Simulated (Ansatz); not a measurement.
Structure data:

```
CELL_PARAMETERS angstrom
3.81720 0.00000 0.00000
-1.90860 3.30579 0.00000
0.00000 0.00000 6.16671
ATOMIC_POSITIONS crystal
Sn 0.00000 0.00000 0.00000
Se 0.33333 0.66667 0.25733
Se 0.66667 0.33333 0.74267
```

What would you see if this were drawn?

The structure is one of SnSe2. Space group P-3m1 (No. 164), lattice primitive hexagonal. The structure is of the kind named cadmium iodide (CdI₂, 1T) type. Cell content 1 Sn, 2 Se; Z = 1. Around each Sn lie six Se in an octahedral arrangement at 2.72 Å. The neighbours of Se are three Sn in a trigonal pyramidal arrangement at 2.72 Å. The bonds build SnSe2 layers parallel to (001).

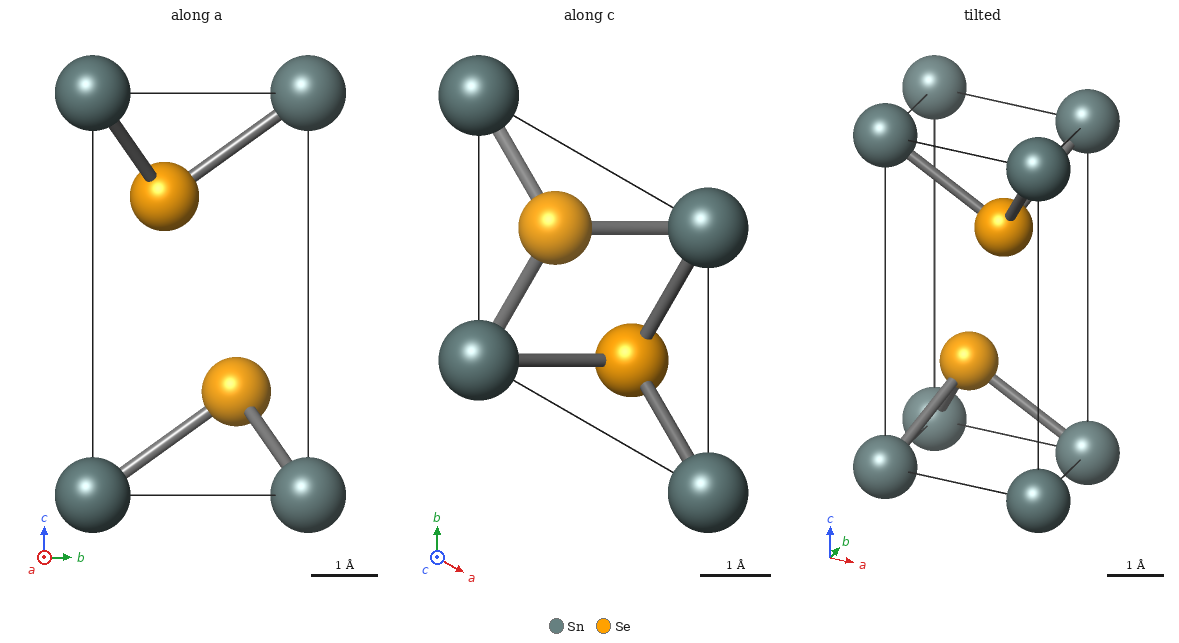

The structure above is drawn in ball-and-stick style and viewed along the a axis, along the c axis and slightly off an axis. The lines enclose the conventional unit cell; boundary atoms appear with their images.

Origin of the cell: a structure type known for this compound. The atoms were relaxed in a fixed cell with DFT PBEsol, scalar-relativistic, plane waves, PAW (Ansatz 0.2.0).
